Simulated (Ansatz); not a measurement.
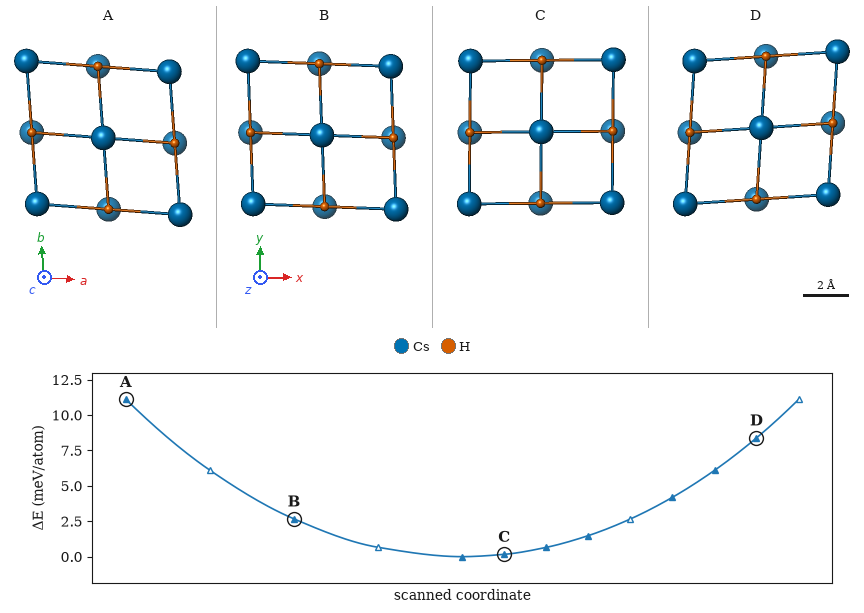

A scan of crystalline CsH (Fm-3m) along one coordinate. x, y and z are the Cartesian axes of the input. Hollow markers are points alike by symmetry, not computed again. A ball-and-stick model of the conventional cell (4 times the calculation's cell), seen along the c axis. Lengths and directions refer to the drawn axes.

All numbers below come from DFT r2SCAN, scalar-relativistic, plane waves, PAW in Ansatz 0.2.0. Set-up: plane-wave cutoff 500 eV; k-point mesh 6 × 6 × 6; occupations gaussian; smearing width 0.05 eV; no spin polarisation. Energies (free energies at the smearing named) are counted from the cell as listed in its source, which wasn't relaxed.

### What is being scanned?

The cell is strained in shear in the xy plane, with the atoms kept at their fractional coordinates. In the frames the strain is −0.15 (A), −0.075 (B), 0.0187 (C), 0.1312 (D). Of the computed points the lowest is at the strain 0.00, 0.0 meV/atom. At the ends of the scan the energy is 11.1 meV/atom (−0.15) and 11.1 meV/atom (0.15). The distortion takes the space group from Fm-3m to Immm. At the strain −0.15 the cell of the drawing goes a 6.376 → 6.394 Å, b 6.376 → 6.394 Å, γ 90.0° → 98.6°.
